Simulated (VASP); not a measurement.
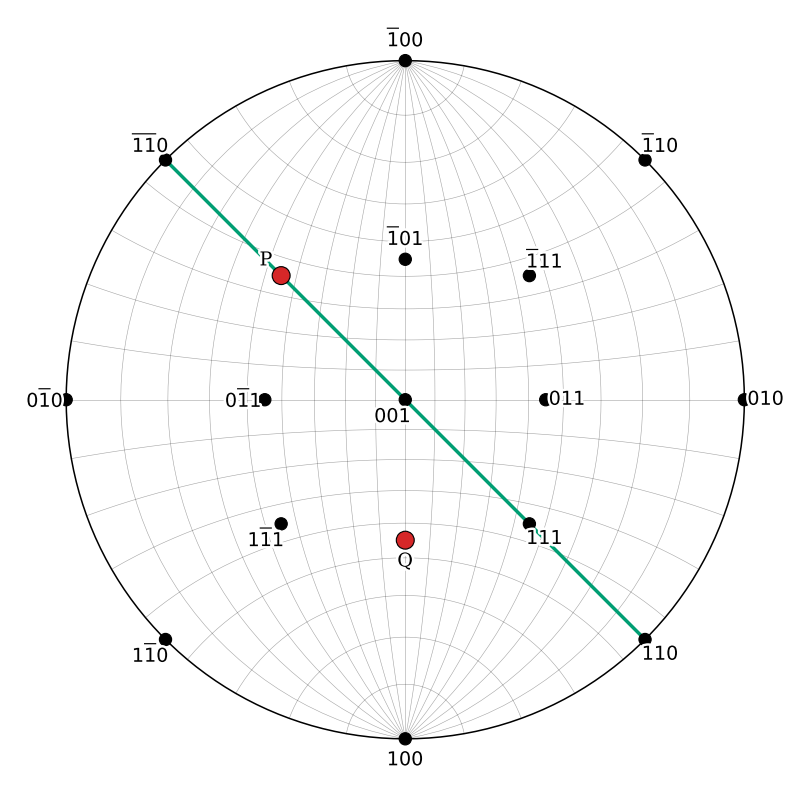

For CdSe, the geometry relaxed with VASP Kohn-Sham DFT of a periodic cell, TPSS, VASP PAW PBE potentials, recommended in VASP 6.6.1: stereographic projection of plane normals (upper hemisphere) centred on (0 0 1). Symmetry computed with spglib at a tolerance of 0.002 Å; standard conventional cell.

a = 6.198 Å, b = 6.198 Å, c = 6.198 Å, α = 90.00°, β = 90.00°, γ = 90.00°.

### Index the poles marked P, Q.

P is (−1 −1 1), 54.7° from the centre; Q is (1 0 1), 45.0° from the centre.

### Which zone does the coloured great circle trace?

The zone [1 −1 0]: its poles satisfy h − k = 0.

### What is the angle between the normals of (1 1 1) and (−1 −1 0), and what are their d_hkl = 1/|g|?

144.7°; d = 3.578 Å and 4.383 Å.
